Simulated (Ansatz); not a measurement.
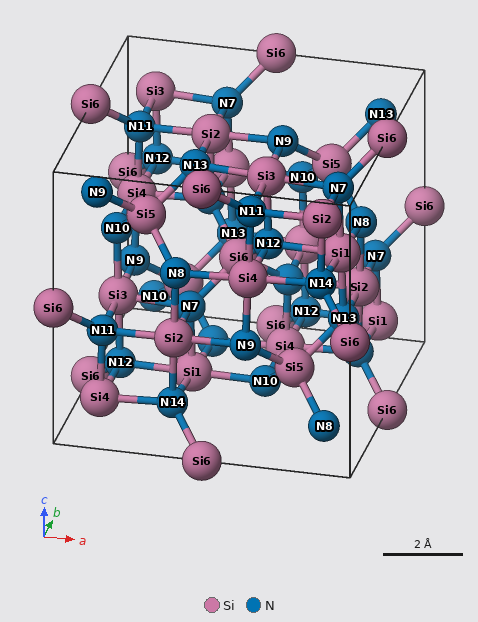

The structure as given in the input (ball-and-stick view of the cell 4 times as large as that of the calculation, set on its symmetry axes, seen at an oblique angle; atoms are numbered from 1 in the order of the input). An atom can appear more than once, as a periodic image. Near neighbours in the periodic cell (some may lie outside the picture): Si has 6 N at 1.89 Å; Si has 4 N at 1.79 Å; N has 4 Si at 1.79 to 1.89 Å.

**Two runs on Si3N4**

System: Si3N4 (14 atoms in the cell).
Method of run A: DFT PBE, scalar-relativistic, plane waves, PAW, no spin polarisation (Ansatz 0.2.0).

The structure derives from a Materials Project entry. Text and figures count atoms from 1; the logs count them from 0 in places.

## Input file, run A
```yaml
crystal:
  lattice:
    - [0.0, 3.8946186242, 3.8946186242]
    - [3.8946186242, 0.0, 3.8946186242]
    - [3.8946186242, 3.8946186242, 0.0]
  atoms:
    - { symbol: Si, position: [0.125, 0.125, 0.625] }
    - { symbol: Si, position: [0.125, 0.625, 0.125] }
    - { symbol: Si, position: [0.625, 0.125, 0.125] }
    - { symbol: Si, position: [0.125, 0.125, 0.125] }
    - { symbol: Si, position: [0.75, 0.75, 0.75] }
    - { symbol: Si, position: [0.5, 0.5, 0.5] }
    - { symbol: "N", position: [0.3675422895, 0.3675422895, 0.3675422895] }
    - { symbol: "N", position: [0.3526268684, 0.8824577105, 0.8824577105] }
    - { symbol: "N", position: [0.8824577105, 0.8824577105, 0.3526268684] }
    - { symbol: "N", position: [0.8824577105, 0.3526268684, 0.8824577105] }
    - { symbol: "N", position: [0.3675422895, 0.3675422895, 0.8973731316] }
    - { symbol: "N", position: [0.3675422895, 0.8973731316, 0.3675422895] }
    - { symbol: "N", position: [0.8824577105, 0.8824577105, 0.8824577105] }
    - { symbol: "N", position: [0.8973731316, 0.3675422895, 0.3675422895] }
basis:
  ecutwfc: 420
kpoints:
  mp_grid: { grid: [6, 6, 6] }
  band_path:
    path:
      - [[0.0, 0.0, 0.0], [0.5, 0.0, 0.5], [0.625, 0.25, 0.625]]
      - [[0.375, 0.375, 0.75], [0.0, 0.0, 0.0], [0.5, 0.5, 0.5], [0.5, 0.25, 0.75], [0.5, 0.0, 0.5]]
    npoints: 10
hamiltonian:
  xc: pbe
scf:
  occupations: { method: gaussian, width: 0.02 }
  n_extra_bands: 35
output:
  forces: true
  stress: true
  eigenvalues: true
  populations: true
  dos: { projected: true, de: 0.02, nscf_kmesh: { grid: [9, 9, 9] } }
  bader: false
  write_density: true
  write_potential: true
  elf: true
  volumetric_format: npy
```

Launched with:
```bash
ansatz run input.yaml --threads 4 --pin off --max-ram 10240MiB --backend cpu --events-out ev --progress --plain --runs-dir out
```

Hardware: 4 threads of Intel Xeon @ 2.50GHz (Skylake/Cascade Lake), 189 GiB of memory available, shared host.

## Output, shortened to warnings, some set-up lines, iterations and results (run A)
```
Basis set: ecut = 420 eV, 2277 PW (Γ), exchange–correlation on 80×80×80 points (8 copies of the dense FFT grid, shifted against one another)
Symmetry: 48 space group operations
k-points: 16 of 216
Initial density: superposition of atomic densities (neutral atoms: chi_scale 0, normalization atom), corrected by the library's trained network
[...]
SCF iter   1: F=—  HF=-6899.809537 eV  |F-HF|=—  |Δ(HF+E_count)|=         —  Δρ=4.08e-3  dr2=3.22e-2  ethr=1.77e-3  ⟨swp⟩=5.9  Hψ=5286  notcnv=0  defer=82
SCF iter   2: F=—  HF=-6899.802252 eV  |F-HF|=—  |Δ(HF+E_count)|=   7.28e-3  Δρ=1.98e-3  dr2=8.69e-3  ethr=5.02e-5  ⟨swp⟩=2.0  Hψ=1353  notcnv=0  defer=452
SCF iter   3: F=—  HF=-6899.800812 eV  |F-HF|=—  |Δ(HF+E_count)|=   1.44e-3  Δρ=3.51e-4  dr2=1.49e-4  ethr=1.36e-5  ⟨swp⟩=2.0  Hψ=1075  notcnv=0  defer=463
SCF iter   4: F=—  HF=-6899.800789 eV  |F-HF|=—  |Δ(HF+E_count)|=   2.27e-5  Δρ=1.20e-4  dr2=8.10e-6  ethr=2.33e-7  ⟨swp⟩=2.1  Hψ=1028  notcnv=0  defer=463
SCF iter   5: F=—  HF=-6899.800710 eV  |F-HF|=—  |Δ(HF+E_count)|=   7.96e-5  Δρ=1.12e-5  dr2=8.58e-8  ethr=1.27e-8  ⟨swp⟩=2.2  Hψ=1040  notcnv=0  defer=463
SCF iter   6: F=-6899.800710 eV  HF=-6899.800710 eV  |F-HF|=9.38e-9  |Δ(HF+E_count)|=   1.21e-7  Δρ=2.53e-6  dr2=1.71e-8  ethr=1.34e-10  ⟨swp⟩=12.8  Hψ=7809  notcnv=0
SCF 1 converged in 6 iterations: F = -6899.800710 eV  dr2 = 1.71e-8
NSCF: frozen V_eff on 62 k-points
NSCF: frozen V_eff on 35 k-points
SCF converged after 6 iterations
Free energy (F): -6899.800710 eV
Harris-Foulkes:  -6899.800710 eV  (|F-HF|=9.38e-9)
Internal energy: -6899.800710 eV  (E = F + TS)
E sigma→0 (E₀):  -6899.800710 eV
Fermi energy:    12.640445 eV
--- Per-component energies (eV) ---
  E_band       = 270.749346
  E_kinetic    = 1360.229447
  E_local      = -1484.077621  (includes V_loc(G=0)·N_el)
  E_nonlocal   = 501.649309
  E_hartree    = 491.976639
  E_xc         = -831.423680
  E_vxc        = -919.179455  (∫ρ·V_xc dr)
  E_paw        = -4098.094776  (= ΣΔE_a)
  E_vpaw       = -171.823125  (= ΣTr[D̂ρ^β])
  E_aug_tail   = 0.000852  (compensation charges beyond the density's cutoff)
  E_ewald      = -2840.060881
  E_smearing   = -0.000000  (= −TS)
  E_closure    = 0.000000  (closes the sum)
  Σ components = -6899.800710   (vs F -6899.800710, Δ=0.00e0)
--- Forces (eV/Å), atoms counted from 1 ---
  atom   1  Si    -0.00000000     0.00000000     0.00000000
  atom   2  Si    -0.00000000     0.00000000     0.00000000
  atom   3  Si    -0.00000000     0.00000000    -0.00000000
  atom   4  Si    -0.00000000     0.00000000    -0.00000000
  atom   5  Si    -0.00000000    -0.00000000    -0.00000000
  atom   6  Si    -0.00000000    -0.00000000    -0.00000000
  atom   7  N     -0.00010170    -0.00010170    -0.00010170
  atom   8  N      0.00010170    -0.00010170    -0.00010170
  atom   9  N     -0.00010170    -0.00010170     0.00010170
  atom  10  N     -0.00010170     0.00010170    -0.00010170
  atom  11  N      0.00010170     0.00010170    -0.00010170
  atom  12  N      0.00010170    -0.00010170     0.00010170
  atom  13  N      0.00010170     0.00010170     0.00010170
  atom  14  N     -0.00010170     0.00010170     0.00010170
  max |Σ_I F_I| component: 1.03e-16 eV/Å
--- Stress (GPa, compression-positive) ---
        0.004174      -0.000000      -0.000000
       -0.000000       0.004174       0.000000
        0.000000       0.000000       0.004174
  P = ⅓ Tr σ = 0.0042 GPa (0.042 kbar)
--- Löwdin populations: 14 sites ---
  site symbol       q [e]
     0     Si      2.6808
     1     Si      2.6808
     2     Si      2.6808
     3     Si      2.6808
     4     Si      2.6370
     5     Si      2.6370
     6      N      5.8969
     7      N      5.8969
     8      N      5.8969
     9      N      5.8969
    10      N      5.8969
    11      N      5.8969
    12      N      5.8969
    13      N      5.8969
  spilling = 0.012925 (of n_electrons = 64.000000)
```

The input of run B differs as follows (lines with − go, lines with + come):
```diff
-  ecutwfc: 420
+  ecutwfc: 500
-  xc: pbe
+  xc: r2scan
-  write_density: true
-  write_potential: true
-  elf: true
-  volumetric_format: npy
```

How does run B compare with run A?

The total energies belong to different methods, so their difference says nothing on which is more stable or more accurate. The gap on the mesh goes from 3.34 to 3.93 eV. The pressure goes from 0.00 to −7.05 GPa. The largest force goes from 0.000 to 0.066 eV/Å. The functional changes from PBE to r2SCAN. The SCF takes 7 iterations against 6. The plane waves at Γ go from 2277 to 2975. On the same kind of shared host run B took about 1.6 times as long.

## Output, shortened to warnings, some set-up lines, iterations and results (run B)
```
Basis set: ecut = 500 eV, 2975 PW (Γ), exchange–correlation on 180×180×180 points (64 copies of the dense FFT grid, shifted against one another)
Symmetry: 48 space group operations
k-points: 16 of 216
Initial density: superposition of atomic densities (neutral atoms: chi_scale 0, normalization atom), corrected by the library's trained network
[...]
SCF iter   1: F=—  HF=-6927.914640 eV  |F-HF|=—  |Δ(HF+E_count)|=         —  Δρ=7.60e-3  dr2=6.62e-2  dr2_τ=1.43e0  ethr=1.77e-3  ⟨swp⟩=6.0  Hψ=5407  notcnv=0  defer=67
SCF iter   2: F=—  HF=-6928.541156 eV  |F-HF|=—  |Δ(HF+E_count)|=   6.27e-1  Δρ=6.04e-3  dr2=3.24e-2  dr2_τ=5.54e-4  ethr=1.03e-4  ⟨swp⟩=3.0  Hψ=1929  notcnv=0  defer=470
SCF iter   3: F=—  HF=-6928.540096 eV  |F-HF|=—  |Δ(HF+E_count)|=   1.06e-3  Δρ=2.93e-3  dr2=9.82e-3  dr2_τ=8.31e-4  ethr=5.07e-5  ⟨swp⟩=2.1  Hψ=1207  notcnv=0  defer=470
SCF iter   4: F=—  HF=-6928.538458 eV  |F-HF|=—  |Δ(HF+E_count)|=   1.64e-3  Δρ=3.32e-4  dr2=7.32e-5  dr2_τ=3.83e-5  ethr=1.53e-5  ⟨swp⟩=2.0  Hψ=1175  notcnv=0  defer=470
SCF iter   5: F=—  HF=-6928.538552 eV  |F-HF|=—  |Δ(HF+E_count)|=   9.39e-5  Δρ=1.13e-4  dr2=8.58e-6  dr2_τ=6.15e-7  ethr=1.14e-7  ⟨swp⟩=2.0  Hψ=1026  notcnv=0  defer=470
SCF iter   6: F=—  HF=-6928.538554 eV  |F-HF|=—  |Δ(HF+E_count)|=   2.83e-6  Δρ=3.13e-5  dr2=8.80e-7  dr2_τ=3.91e-8  ethr=1.34e-8  ⟨swp⟩=2.6  Hψ=1209  notcnv=0  defer=470
SCF iter   7: F=-6928.538555 eV  HF=-6928.538555 eV  |F-HF|=9.39e-10  |Δ(HF+E_count)|=   1.81e-7  Δρ=2.14e-6  dr2=5.53e-9  dr2_τ=3.55e-10  ethr=1.56e-10  ⟨swp⟩=11.6  Hψ=6558  …
SCF 1 converged in 7 iterations: F = -6928.538555 eV  dr2 = 5.53e-9
NSCF: frozen V_eff on 62 k-points
NSCF: frozen V_eff on 35 k-points
SCF converged after 7 iterations
Free energy (F): -6928.538555 eV
Harris-Foulkes:  -6928.538555 eV  (|F-HF|=9.39e-10)
Internal energy: -6928.538555 eV  (E = F + TS)
E sigma→0 (E₀):  -6928.538555 eV
Fermi energy:    12.715536 eV
--- Per-component energies (eV) ---
  E_band       = 237.858203
  E_kinetic    = 1366.266986
  E_local      = -1484.090027  (includes V_loc(G=0)·N_el)
  E_nonlocal   = 490.134294
  E_hartree    = 498.139885
  E_xc         = -807.736015
  E_vxc        = -1008.356125  (∫ρ·V_xc dr)
  E_paw        = -4150.497868  (= ΣΔE_a)
  E_vpaw       = -176.012652  (= ΣTr[D̂ρ^β])
  E_aug_tail   = 0.000186  (compensation charges beyond the density's cutoff)
  E_vtau       = 53.637398  (kinetic-family band-sum trace: ∫τ·v_τ [+ j·A + Jᵃ·Aᵃ] dr)
  E_ewald      = -2840.060881
  E_core_change = -0.695115  (= ΣΔE_core)
  E_smearing   = -0.000000  (= −TS)
  E_closure    = -0.000000  (closes the sum)
  Σ components = -6928.538555   (vs F -6928.538555, Δ=0.00e0)
--- Forces (eV/Å), atoms counted from 1 ---
  atom   1  Si    -0.00000000     0.00000000     0.00000000
  atom   2  Si    -0.00000000     0.00000000     0.00000000
  atom   3  Si    -0.00000000    -0.00000000    -0.00000000
  atom   4  Si    -0.00000000     0.00000000     0.00000000
  atom   5  Si     0.00000000     0.00000000     0.00000000
  atom   6  Si     0.00000000     0.00000000    -0.00000000
  atom   7  N     -0.03785836    -0.03785836    -0.03785836
  atom   8  N      0.03785836    -0.03785836    -0.03785836
  atom   9  N     -0.03785836    -0.03785836     0.03785836
  atom  10  N     -0.03785836     0.03785836    -0.03785836
  atom  11  N      0.03785836     0.03785836    -0.03785836
  atom  12  N      0.03785836    -0.03785836     0.03785836
  atom  13  N      0.03785836     0.03785836     0.03785836
  atom  14  N     -0.03785836     0.03785836     0.03785836
  max |Σ_I F_I| component: 4.86e-17 eV/Å
--- Stress (GPa, compression-positive) ---
       -7.051242       0.000000       0.000000
       -0.000000      -7.051242       0.000000
        0.000000      -0.000000      -7.051242
  P = ⅓ Tr σ = -7.0512 GPa (-70.512 kbar)
--- Löwdin populations: 14 sites ---
  site symbol       q [e]
     0     Si      2.6136
     1     Si      2.6136
     2     Si      2.6136
     3     Si      2.6136
     4     Si      2.5749
     5     Si      2.5749
     6      N      5.9430
     7      N      5.9430
     8      N      5.9430
     9      N      5.9430
    10      N      5.9430
    11      N      5.9430
    12      N      5.9430
    13      N      5.9430
  spilling = 0.013312 (of n_electrons = 64.000000)
```

## The two runs side by side

```csv
quantity,run A,run B
outcome,converged,converged
free energy per atom (eV),−492.8429,−494.8956
gap on the mesh (eV),3.34,3.93
pressure (GPa),0.00,−7.05
largest force (eV/Å),0.000,0.066
SCF iterations,6,7
irreducible k-points,16,16
plane waves at Γ,2277,2975
wall time (shared host),18 s,27 s
```

For run B: The cell is under a tension of 7.1 GPa at this level, so it is not at its equilibrium volume.
